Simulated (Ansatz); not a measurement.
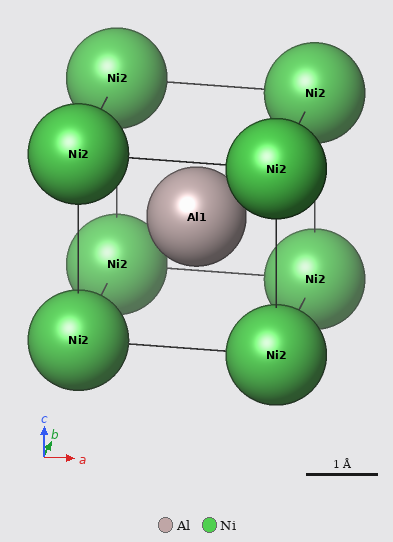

**Figure 1.** The starting structure (spheres-only view of the cell of the calculation, seen at an oblique angle; atoms are numbered from 1 in the order of the input).

Geometry relaxation of AlNi

The run: geometry relaxation of AlNi (2 atoms in the cell). Method and program: DFT r2SCAN, scalar-relativistic, plane waves, PAW, no spin polarisation (Ansatz 0.2.0).

The structure derives from a Materials Project entry. Figures and captions count atoms from 1; the log counts them from 0 in places.

### Input file
```yaml
crystal:
  lattice:
    - [2.85971129, 0.0, 0.0]
    - [0.0, 2.85971129, 0.0]
    - [0.0, 0.0, 2.85971129]
  atoms:
    - { symbol: Al, position: [0.5, 0.5, 0.5] }
    - { symbol: Ni, position: [0.0, 0.0, 0.0] }
basis:
  ecutwfc: 500
kpoints:
  mp_grid: { grid: [14, 14, 14] }
hamiltonian:
  xc: r2scan
scf:
  occupations: { method: gaussian, width: 0.1 }
output:
  forces: true
  stress: true
  eigenvalues: true
  write_density: true
  write_potential: true
  elf: true
  volumetric_format: npy
relax:
  adjacent_minimum: "off"
  f_tol: 0.005
  max_steps: 80
  cell: { stress_tol: 0.05 }
```

Hardware: 8 threads of Intel Xeon @ 2.70GHz, 189 GiB of memory available, shared host.

Run as:
```bash
ansatz run input.yaml --threads 8 --pin off --max-ram 20480MiB --backend cpu --events-out ev --progress --plain --runs-dir out
```

### Log
```
Engine: ansatz 0.2.0, x86_64-unknown-linux-gnu
Pseudopotentials: kind: paw
Pseudopotential: Al, paw, valence charge 3, recommended cutoff 500 eV (meta_gga), Al.paw.azcp
Pseudopotential: Ni, paw, valence charge 18, recommended cutoff 500 eV (meta_gga), Ni.paw.azcp
Functional definition: r2SCAN
  parameter k0 = 0.174
  parameter k1 = 0.065
  parameter a1 = 4.9479
  exchange = r2scan_x(k0 = k0, k1 = k1, a1 = a1)
  correlation = r2scan_c
Crystal: 2 atoms, lattice volume = 23.387 Å³
Basis set: ecut = 500 eV, 619 PW (Γ), exchange–correlation on 96×96×96 points (64 copies of the dense FFT grid, shifted against one another)
Bands: 15, of which v1, the nominal top of the filled ones, is band 11 counted from 1 (10 counted from 0)
Symmetry: 48 space group operations
Space group: Pm-3m (ITA 221), of the structure as read, at distance tolerance 2.9e-5 Å
k-points: 120 of 2744
Non-local potential: Al, projectors of the file, l = 0: 2, l = 1: 2, l = 2: 1
Non-local potential: Ni, projectors of the file, l = 0: 3, l = 1: 2, l = 2: 3, l = 3: 1
PAW form: soft (Blöchl's): semilocal exchange-correlation on the pseudo side does not see the compensation charge
PAW frozen core: Al, regenerated for the run's functional (the file was generated under x = pbe(κ = 0.804, μ = 0.2195149727645171), c = pbe(β = 0.06672455060314922))
PAW frozen core: Ni, regenerated for the run's functional (the file was generated under x = pbe(κ = 0.804, μ = 0.2195149727645171), c = pbe(β = 0.06672455060314922))
PAW one-centre angular grid: Al, 302 points (default); XC on 160 Gauss nodes
PAW one-centre angular grid: Ni, 590 points (default); XC on 160 Gauss nodes
Initial density: superposition of atomic densities (neutral atoms: chi_scale 0, normalization atom), corrected by the library's trained network
Initial wavefunctions: pseudopotential atomic-orbital guess
Functional: x = r2scan, c = r2scan; τ floored in thin density (d = 2e-4 eV/Å³)
SCF iter   1: F=—  HF=-6387.000693 eV  |F-HF|=—  |Δ(HF+E_count)|=         —  Δρ=2.58e-2  dr2=1.20e-1  dr2_τ=5.96e-2  ethr=1.77e-3  ⟨swp⟩=4.8  Hψ=8283  notcnv=0
preconditioner: auto → none  [metal: Δε(μ)=0.008 eV  Ē_g=10.503 eV  σ=0.100 eV  W_gap=0.05  n_scr=6 (ndim 8)  ℏωp=27.7 eV  f_vac=0.000  D(μ)=0.94/eV (n_scr^D=6)  sad-step TF]
SCF iter   2: F=—  HF=-6387.063945 eV  |F-HF|=—  |Δ(HF+E_count)|=   6.33e-2  Δρ=1.82e-2  dr2=3.78e-2  dr2_τ=7.22e-4  ethr=5.70e-4  ⟨swp⟩=3.0  Hψ=4391  notcnv=0  defer=49
SCF iter   3: F=—  HF=-6387.054741 eV  |F-HF|=—  |Δ(HF+E_count)|=   9.20e-3  Δρ=5.58e-3  dr2=5.69e-3  dr2_τ=2.24e-5  ethr=1.80e-4  ⟨swp⟩=2.1  Hψ=2933  notcnv=0  defer=49
SCF iter   4: F=—  HF=-6387.053822 eV  |F-HF|=—  |Δ(HF+E_count)|=   9.18e-4  Δρ=1.21e-3  dr2=1.43e-4  dr2_τ=4.46e-6  ethr=2.71e-5  ⟨swp⟩=1.3  Hψ=1900  notcnv=0  defer=49
SCF iter   5: F=—  HF=-6387.053870 eV  |F-HF|=—  |Δ(HF+E_count)|=   4.75e-5  Δρ=1.11e-3  dr2=1.83e-4  dr2_τ=9.38e-7  ethr=6.82e-7  ⟨swp⟩=2.0  Hψ=2603  notcnv=0  defer=49
SCF iter   6: F=—  HF=-6387.053859 eV  |F-HF|=—  |Δ(HF+E_count)|=   1.10e-5  Δρ=3.03e-4  dr2=1.14e-5  dr2_τ=6.85e-8  ethr=6.82e-7  ⟨swp⟩=2.0  Hψ=2313  notcnv=0  defer=49
SCF iter   7: F=—  HF=-6387.053850 eV  |F-HF|=—  |Δ(HF+E_count)|=   9.21e-6  Δρ=8.70e-5  dr2=8.89e-7  dr2_τ=1.43e-8  ethr=5.44e-8  ⟨swp⟩=1.4  Hψ=1937  notcnv=0  defer=49
SCF iter   8: F=-6387.053850 eV  HF=-6387.053850 eV  |F-HF|=1.30e-8  |Δ(HF+E_count)|=  5.46e-12  Δρ=1.44e-5  dr2=2.52e-8  dr2_τ=6.26e-10  ethr=4.76e-10  ⟨swp⟩=8.6  Hψ=11346  notcnv=0
SCF 1 converged in 8 iterations: F = -6387.053850 eV  dr2 = 2.52e-8
  greatest PAW one-centre occupation: 1.001 electrons in one spin orbital (limit 2), on the Ni atom at site 1 (counted from 0), in its partial waves of l = 1
relax step   1: F+E_penalty+E_count = -6387.05384974 eV  Δ(F+E_penalty+E_count) = +0.000e0 eV  max|allowed force component| = 7.231e-31 eV/Å  Δτ_max = 0.0000 Å  P = +0.672 GPa  Ω = 23.387 Å³  (8 SCF iters, dr2 threshold 1.00e-7 eV, accepted)
Crystal: 2 atoms, lattice volume = 23.439 Å³
Initial density: handed on by an earlier stage of this run
Initial wavefunctions: those handed on with the density
iter 1 solved again at ethr=6.51e-8 eV; its pass at ethr=3.10e-3 eV (dr2=1.37e-5 eV) is discarded
SCF iter   1: F=—  HF=-6387.053909 eV  |F-HF|=—  |Δ(HF+E_count)|=         —  Δρ=3.54e-4  dr2=1.59e-5  dr2_τ=4.89e-5  ethr=6.51e-8  ⟨swp⟩=2.0  Hψ=10430  notcnv=0
preconditioner: auto → none  [metal: Δε(μ)=0.037 eV  Ē_g=10.339 eV  σ=0.100 eV  W_gap=0.20  n_scr=6 (ndim 8)  ℏωp=27.7 eV  f_vac=0.000  D(μ)=1.02/eV (n_scr^D=6)]
SCF iter   2: F=—  HF=-6387.053987 eV  |F-HF|=—  |Δ(HF+E_count)|=   7.77e-5  Δρ=7.50e-4  dr2=8.53e-5  dr2_τ=1.92e-7  ethr=6.51e-8  ⟨swp⟩=2.0  Hψ=3062  notcnv=0  recentre
SCF iter   3: F=—  HF=-6387.053975 eV  |F-HF|=—  |Δ(HF+E_count)|=   1.20e-5  Δρ=4.53e-5  dr2=3.54e-7  dr2_τ=2.50e-8  ethr=6.51e-8  ⟨swp⟩=2.9  Hψ=3033  notcnv=0
SCF iter   4: F=-6387.053974 eV  HF=-6387.053974 eV  |F-HF|=1.69e-7  |Δ(HF+E_count)|=   1.91e-7  Δρ=3.57e-5  dr2=1.95e-7  dr2_τ=3.65e-9  ethr=9.52e-10  ⟨swp⟩=8.7  Hψ=12092  notcnv=0
SCF 2 converged in 4 iterations: F = -6387.053974 eV  dr2 = 1.95e-7
relax step   2: F+E_penalty+E_count = -6387.05397428 eV  Δ(F+E_penalty+E_count) = -1.245e-4 eV  max|allowed force component| = 5.013e-31 eV/Å  Δτ_max = 0.0000 Å  P = +0.270 GPa  Ω = 23.439 Å³  energy of the carried Pulay correction = -3.004e-5 eV  (4 SCF iters, dr2 threshold 2.00e-7 eV, accepted)
Crystal: 2 atoms, lattice volume = 23.475 Å³
iter 1 solved again at ethr=3.76e-8 eV; its pass at ethr=3.10e-3 eV (dr2=7.89e-6 eV) is discarded
SCF iter   1: F=—  HF=-6387.053954 eV  |F-HF|=—  |Δ(HF+E_count)|=         —  Δρ=2.62e-4  dr2=8.97e-6  dr2_τ=2.23e-5  ethr=3.76e-8  ⟨swp⟩=2.0  Hψ=10434  notcnv=0
preconditioner: auto → none  [metal: Δε(μ)=0.035 eV  Ē_g=10.327 eV  σ=0.100 eV  W_gap=0.19  n_scr=6 (ndim 8)  ℏωp=27.6 eV  f_vac=0.000  D(μ)=1.02/eV (n_scr^D=6)]
SCF iter   2: F=—  HF=-6387.053990 eV  |F-HF|=—  |Δ(HF+E_count)|=   3.60e-5  Δρ=5.64e-4  dr2=4.83e-5  dr2_τ=1.12e-7  ethr=3.76e-8  ⟨swp⟩=2.0  Hψ=3061  notcnv=0  recentre
SCF iter   3: F=—  HF=-6387.053984 eV  |F-HF|=—  |Δ(HF+E_count)|=   6.74e-6  Δρ=4.20e-5  dr2=2.98e-7  dr2_τ=1.47e-8  ethr=3.76e-8  ⟨swp⟩=2.9  Hψ=3033  notcnv=0
SCF iter   4: F=-6387.053983 eV  HF=-6387.053984 eV  |F-HF|=8.99e-8  |Δ(HF+E_count)|=   1.47e-7  Δρ=2.59e-5  dr2=9.99e-8  dr2_τ=2.80e-9  ethr=8.65e-10  ⟨swp⟩=8.3  Hψ=11735  notcnv=0
SCF 3 converged in 4 iterations: F = -6387.053983 eV  dr2 = 9.99e-8
relax step   3: F+E_penalty+E_count = -6387.05398344 eV  Δ(F+E_penalty+E_count) = -9.154e-6 eV  max|allowed force component| = 1.249e-30 eV/Å  Δτ_max = 0.0000 Å  P = -0.001 GPa  Ω = 23.475 Å³  energy of the carried Pulay correction = -5.020e-5 eV  (4 SCF iters, dr2 threshold 1.82e-7 eV, accepted)
Initial wavefunctions: pseudopotential atomic-orbital guess (no wavefunctions were taken with the density)
iter 1 solved again at ethr=1.08e-8 eV; its pass at ethr=3.10e-3 eV (dr2=2.26e-6 eV) is discarded
SCF iter   1: F=—  HF=-6387.054032 eV  |F-HF|=—  |Δ(HF+E_count)|=         —  Δρ=1.53e-4  dr2=4.23e-7  dr2_τ=5.38e-9  ethr=1.08e-8  ⟨swp⟩=3.8  Hψ=14059  notcnv=0
preconditioner: auto → none  [metal: Δε(μ)=0.036 eV  Ē_g=10.327 eV  σ=0.100 eV  W_gap=0.20  n_scr=6 (ndim 8)  ℏωp=27.6 eV  f_vac=0.000  D(μ)=1.02/eV (n_scr^D=6)]
SCF iter   2: F=—  HF=-6387.054040 eV  |F-HF|=—  |Δ(HF+E_count)|=   7.25e-6  Δρ=1.18e-4  dr2=1.39e-6  dr2_τ=1.79e-7  ethr=2.01e-9  ⟨swp⟩=2.0  Hψ=2625  notcnv=0  recentre
SCF iter   3: F=—  HF=-6387.054039 eV  |F-HF|=—  |Δ(HF+E_count)|=   2.65e-7  Δρ=7.95e-5  dr2=1.37e-7  dr2_τ=1.82e-7  ethr=2.01e-9  ⟨swp⟩=2.1  Hψ=2495  notcnv=0
SCF iter   4: F=—  HF=-6387.054042 eV  |F-HF|=—  |Δ(HF+E_count)|=   2.31e-6  Δρ=7.72e-6  dr2=2.07e-9  dr2_τ=1.73e-9  ethr=6.51e-10  ⟨swp⟩=2.2  Hψ=2226  notcnv=0
SCF iter   5: F=—  HF=-6387.054042 eV  |F-HF|=—  |Δ(HF+E_count)|=   2.38e-8  Δρ=4.14e-7  dr2=1.30e-11  dr2_τ=3.32e-12  ethr=1.00e-12  ⟨swp⟩=5.4  Hψ=9664  notcnv=0
SCF iter   6: F=—  HF=-6387.054042 eV  |F-HF|=—  |Δ(HF+E_count)|=  4.46e-11  Δρ=4.30e-7  dr2=2.46e-11  dr2_τ=2.26e-13  ethr=1.00e-12  ⟨swp⟩=5.0  Hψ=7231  notcnv=0
SCF iter   7: F=-6387.054042 eV  HF=-6387.054042 eV  |F-HF|=2.73e-12  |Δ(HF+E_count)|=  9.09e-13  Δρ=1.77e-7  dr2=4.86e-12  dr2_τ=5.59e-14  ethr=1.00e-12  ⟨swp⟩=4.0  Hψ=7358  notcnv=0
SCF 4 converged in 7 iterations: F = -6387.054042 eV  dr2 = 4.86e-12
relax step   4: F+E_penalty+E_count = -6387.05404165 eV  Δ(F+E_penalty+E_count) = -5.821e-5 eV  max|allowed force component| = 6.985e-32 eV/Å  Δτ_max = 0.0000 Å  P = -0.000 GPa  Ω = 23.475 Å³  stress off target by 3.65e-4 GPa  SCF on the basis re-selected at this cell (its energy is not comparable with the rows above)  (7 SCF iters)
```

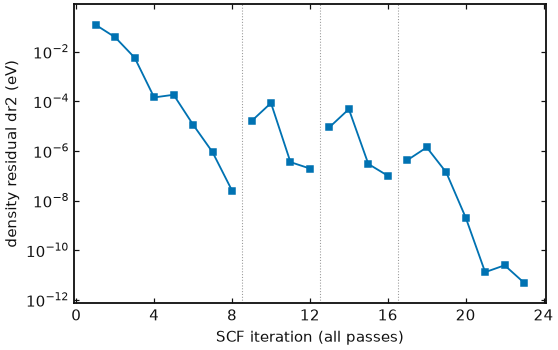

**Figure 2.** Convergence of the self-consistent field: density residual dr2 against the SCF iteration. The dotted lines part the SCF passes of the relaxation: geometry steps, rejected trials and re-solves on a re-selected basis. The passes take 8, 4, 4 and 7 iterations.

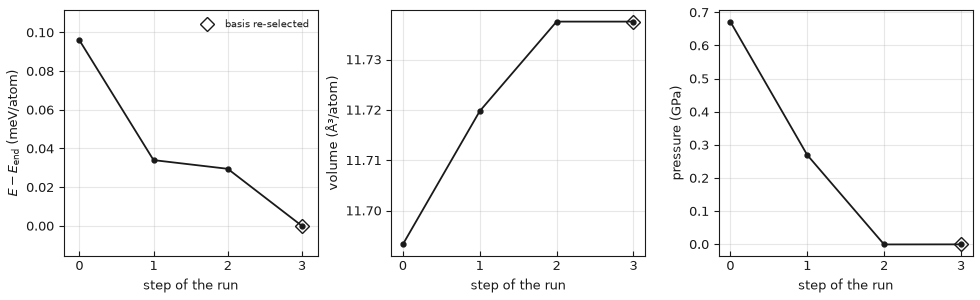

**Figure 3.** Progress of the relaxation, step by step (the first geometry is step 0 here and step 1 in the log). No atom moves by more than 0.005 Å relative to the cell. The volume changes by +0.4 %, with a = b = c 2.860 → 2.863 Å (+0.1 %). The space group stays Pm-3m (No. 221). Over 2 geometry steps the energy falls by 0.1 meV per atom. All forces vanish by symmetry, so only the cell relaxes. Pressure: 0.67 GPa at the start and 0.00 GPa at the end. A last SCF at the same geometry on a re-selected plane-wave basis shifts the energy by next to nothing (0.0 meV per atom).

```
basis re-selected at this cell: Δ(F+E_penalty+E_count) = -5.821e-5 eV, ΔP = +0.000 GPa vs the last step (what re-selecting the basis moved, of the pressure what is left beyond the Pulay correction that the steps carried, after the strain that the cell walked since its last selection, with what the two solves' SCF thresholds leave and, on support functions, any second-order correction that the steps lacked; it is no measure of the basis error at this ecutwfc). This SCF's stress stands 3.65e-4 GPa from its target on what of the cell is left free (relax.cell.stress_tol is 5.00e-2 GPa) and its largest allowed force component is 6.98e-32 eV/Å (relax.f_tol is 5.00e-3 eV/Å): within both
SCF converged after 7 iterations
Free energy (F): -6387.054042 eV
Harris-Foulkes:  -6387.054042 eV  (|F-HF|=2.73e-12)
Internal energy: -6387.048923 eV  (E = F + TS)
E sigma→0 (E₀):  -6387.051483 eV
Entropy (-TS):   -0.005118 eV (-2.559 meV/atom)
Fermi energy:    14.134162 eV
--- Per-component energies (eV) ---
  E_band       = -355.814558
  E_kinetic    = 311.655249
  E_local      = -4429.362487  (includes V_loc(G=0)·N_el)
  E_nonlocal   = 652.138781
  E_hartree    = 1910.694489
  E_xc         = -117.371617
  E_vxc        = -151.367214  (∫ρ·V_xc dr)
  E_paw        = -2120.907093  (= ΣΔE_a)
  E_vpaw       = -570.705684  (= ΣTr[D̂ρ^β])
  E_aug_tail   = 0.000235  (compensation charges beyond the density's cutoff)
  E_vtau       = 10.437778  (kinetic-family band-sum trace: ∫τ·v_τ [+ j·A + Jᵃ·Aᵃ] dr)
  E_ewald      = -2593.536304
  E_core_change = -0.360177  (= ΣΔE_core)
  E_smearing   = -0.005118  (= −TS)
  E_closure    = 0.000000  (closes the sum)
  Σ components = -6387.054042   (vs F -6387.054042, Δ=0.00e0)
--- Forces (eV/Å), atoms counted from 1 ---
  atom   1  Al    -0.00000000     0.00000000     0.00000000
  atom   2  Ni     0.00000000     0.00000000    -0.00000000
  max |Σ_I F_I| component: 1.23e-31 eV/Å
--- Stress (GPa, compression-positive) ---
       -0.000365       0.000000      -0.000000
        0.000000      -0.000365       0.000000
       -0.000000       0.000000      -0.000365
  P = ⅓ Tr σ = -0.0004 GPa (-0.004 kbar)
--- Band table (eV; the first three rows and the last of 120) ---
  k-point 0: bands = ["-92.8314", "-51.7547", "-51.7547", "-51.7547", "2.2762", "10.7187", "10.7187", "12.5300", "12.5300", "12.5300", "20.1077", "20.1077", "20.1077", "22.6133", "22.6133"]
  k-point 1: bands = ["-92.8314", "-51.7560", "-51.7546", "-51.7546", "2.3765", "10.7092", "10.7434", "12.4864", "12.4864", "12.5346", "19.0209", "20.2395", "20.2395", "22.6196", "23.6191"]
  k-point 2: bands = ["-92.8311", "-51.7597", "-51.7543", "-51.7543", "2.6760", "10.6545", "10.8132", "12.3686", "12.3686", "12.5476", "17.3088", "20.6223", "20.6223", "22.6381", "25.0540"]
  k-point 119: bands = ["-92.8265", "-51.7763", "-51.7763", "-51.7763", "9.7629", "9.7629", "9.7629", "13.1532", "13.1532", "16.1473", "16.1473", "16.1473", "18.7779", "18.8925", "18.8925"]
--- Relaxed structure (3 steps of the walk, 3 accepted, 1 SCFs on fresh bases) ---
  F+E_penalty+E_count = -6387.05404165 eV   max|allowed force component| = 6.985e-32 eV/Å   (the final SCF, on the basis selected at the relaxed cell)
  cell:  # Å, volume = 23.4751 Å³
    - [2.8633133088977263, -5.706006311471493e-34, -1.2037062152420224e-35]
    - [-5.706006311471493e-34, 2.8633133088977263, 0.0]
    - [-1.2037062152420224e-35, 0.0, 2.8633133088977263]
  atoms:
    - { symbol: Al, position: [0.5, 0.5, 0.5] }
    - { symbol: Ni, position: [1.7538282906579144e-37, -4.384570726634318e-37, -5.26148487196517e-37] }
```

### Trajectory as extended XYZ (Å, eV, eV/Å), 4 frames, from step=1 to step=4
```
2
Lattice="2.8597 0.0000 0.0000 0.0000 2.8597 0.0000 0.0000 0.0000 2.8597" Properties=species:S:1:pos:R:3:forces:R:3 step=1 energy=-6387.05385 pressure_GPa=0.67
Al    1.4299    1.4299    1.4299    0.0000   0.0000   0.0000
Ni    0.0000    0.0000    0.0000    0.0000   0.0000   0.0000
2
Lattice="2.8619 0.0000 0.0000 0.0000 2.8619 0.0000 0.0000 0.0000 2.8619" Properties=species:S:1:pos:R:3:forces:R:3 step=2 energy=-6387.05397 pressure_GPa=0.27
Al    1.4309    1.4309    1.4309    0.0000   0.0000   0.0000
Ni    0.0000    0.0000    0.0000    0.0000   0.0000   0.0000
2
Lattice="2.8633 0.0000 0.0000 0.0000 2.8633 0.0000 0.0000 0.0000 2.8633" Properties=species:S:1:pos:R:3:forces:R:3 step=3 energy=-6387.05398 pressure_GPa=-0.00
Al    1.4317    1.4317    1.4317    0.0000   0.0000   0.0000
Ni    0.0000    0.0000    0.0000    0.0000   0.0000   0.0000
2
Lattice="2.8633 0.0000 0.0000 0.0000 2.8633 0.0000 0.0000 0.0000 2.8633" Properties=species:S:1:pos:R:3:forces:R:3 step=4 energy=-6387.05404 pressure_GPa=-0.00
Al    1.4317    1.4317    1.4317    0.0000   0.0000   0.0000
Ni    0.0000    0.0000    0.0000    0.0000   0.0000   0.0000
```

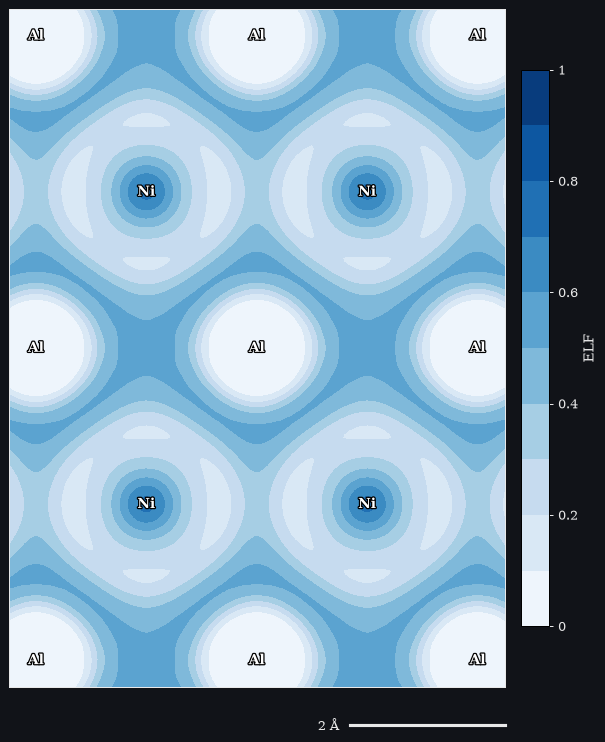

**Figure 4.** ELF on the (011) plane of the conventional cell. Atoms in the plane: Al and Ni. Al–Ni (2.48 Å): the ELF is about 0.40 at the midpoint (nearly free electrons, as in a simple metal). The strong features right at Ni lie inside the PAW spheres (semicore, d or f shells) and say nothing about bonding. The fields are those of the smooth PAW valence density.

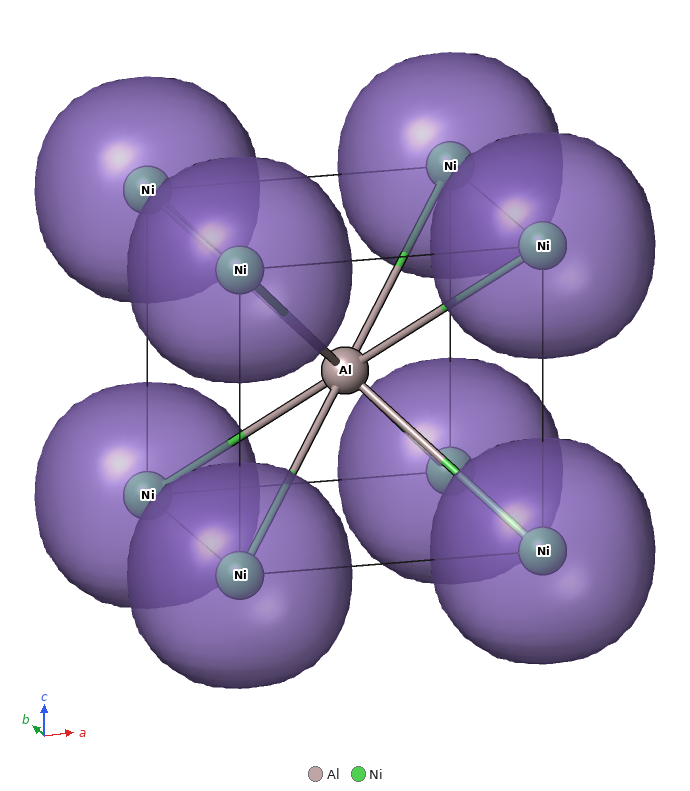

**Figure 5.** Isosurface of the valence pseudo-density at 0.4 e/Å³ (purple), seen slightly off an axis. Sticks mark near contacts. The outline is the cell set on symmetry axes. At this value the density breaks into separate islands; it holds about 80 % of the electrons treated as valence (semicore included). It is pinched off along the Al–Ni (2.48 Å) contacts. On the grid the lowest density along these lines, outside the cores, is 0.25 e/Å³ (Al–Ni, 2.48 Å).

### Key numbers

- outcome: converged
- space group (tolerance 0.01 Å): Pm-3m (221)
- electrons treated: 21
- free energy: −6387.0540 eV
- Fermi energy: 14.134 eV
- gap on the k-point mesh: none (metallic)
- pressure: 0.00 GPa
- final volume: 23.48 Å³
- largest force (length of the vector) at the end: under 0.001 eV/Å
- final cell: a = 2.863 Å, b = 2.863 Å, c = 2.863 Å, α = 90.00°, β = 90.00°, γ = 90.00°
- wall time: 6.2 s (CPU time 33 s)
- peak memory: 0.49 GiB

### Remarks

The run has no spin polarisation, so a magnetic state may lie lower.
